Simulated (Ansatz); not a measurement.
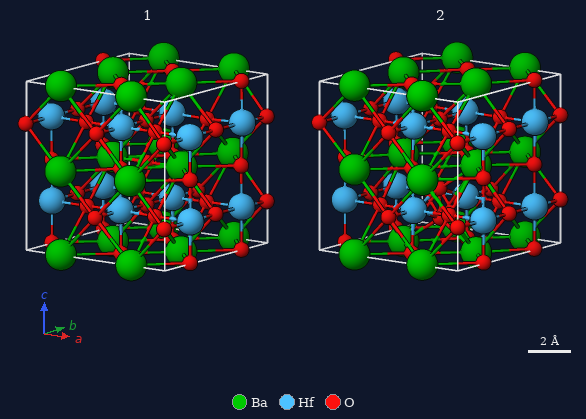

Two geometries of a defect cell of composition Ba$_{8}$Hf$_{8}$O$_{25}$, drawn at one scale. One is the start of a relaxation, the other its converged end. Style: ball-and-stick. Shown: the cell of the calculation (origin shifted), from a free direction.

Theory: DFT, PBEsol, PAW, plane waves (Ansatz). (plane-wave cutoff 420 eV; k-point mesh 1 × 1 × 1; mesh shifted by (0.25, 0.25, 0.25); no spin polarisation; atoms relaxed in a fixed cell; force threshold 0.03 eV/Å; at most 80 steps)

Which geometry has the lower energy?

Structure 2 is the relaxed one. Over 12 accepted moves (14 points after the start) the energy falls by 5.441 eV per cell of the calculation. Largest force component: 5.3 eV/Å at the start, 0.0085 eV/Å at the end. The line search rejected the trial steps at points 8, 12 of the run. An O atom moves most: 1.29 Å along −c. By element the largest moves are O 1.29 Å, Ba 0.18 Å, Hf 0.09 Å. The cell stays as it was. Near-neighbour distances that change, for instance: Ba–O 4.617 → 3.595 Å, Ba–O 4.644 → 3.629 Å, Hf–O 2.925 → 2.225 Å, Ba–O 2.948 → 3.629 Å. New bonds form: Hf–O (2.92 → 2.23 Å), Hf–O (2.92 → 2.24 Å). Bond angles that change, for instance: Ba–O–Ba 178.8° → 113.8°, Hf–O–Hf 177.9° → 142.1°, Ba–O–Ba 89.7° → 113.7°.

Limits of the set-up: the periodic images lie only 8.3 Å apart, so the values are limited by the cell's size.
